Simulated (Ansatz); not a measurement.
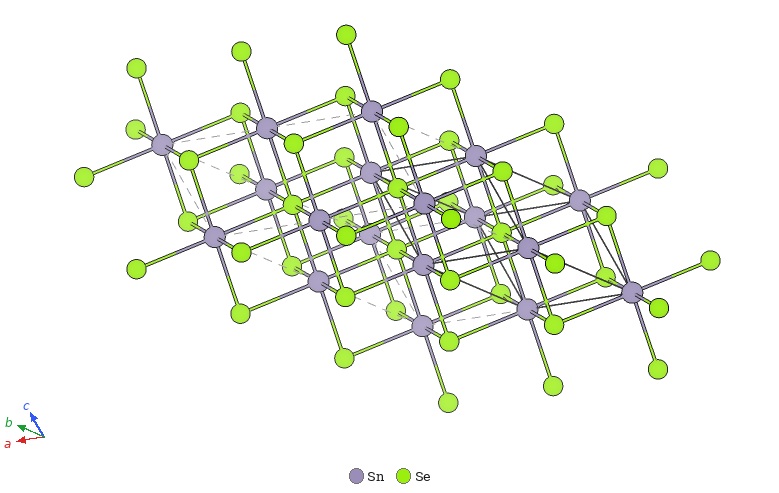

Ball-and-stick representation of a periodic structure, projected from a general direction. The picture spans 2×2×1 cells, one simulation cell being drawn with solid lines. Some atoms of the next cells are drawn as well.

The calculation's input:
```yaml
crystal:
  lattice:
    - [0.0, 3.0021131564, 3.0021131564]
    - [2.9099482825, 0.0, 3.0021131564]
    - [2.9099482825, 3.0021131564, 0.0]
  atoms:
    - { symbol: Sn, position: [0.0, 0.0, 0.0] }
    - { symbol: Se, position: [0.5, 0.5, 0.5] }
kpoints:
  mp_grid: { grid: [6, 6, 6] }
  band_path:
    path:
      - [0.0, 0.0, 0.0]
      - [0.5, 0.0, 0.5]
      - [0.625, 0.25, 0.625]
      - [0.375, 0.375, 0.75]
      - [0.5, 0.5, 0.5]
      - [0.5, 0.25, 0.75]
      - [0.5, 0.475, 0.525]
    npoints: 1
hamiltonian:
  xc: hse06
scf:
  occupations: { method: fixed }
  n_extra_bands: 4
output:
  forces: true
  stress: true
  eigenvalues: true
```

Run with DFT, HSE06, plane waves, PAW (Ansatz 0.2.0) and these settings: E_cut = 420 eV, k-point mesh 6×6×6, no spin polarisation.

Question: Does it come out as a metal, or with a gap?

Answer: A semiconductor at this level, with a gap of 0.09 eV, direct.

Question: Under what pressure is the structure?

Answer: The computed pressure is 1.7 GPa (compressed: it would expand). The stress isn't hydrostatic: its largest component is 4.8 GPa.

The initial geometry was a structure type filled with these elements by a generator (whether the compound takes this form wasn't checked). The cell was then strained or its atoms displaced on purpose. It was run through Ansatz as a DFT input.
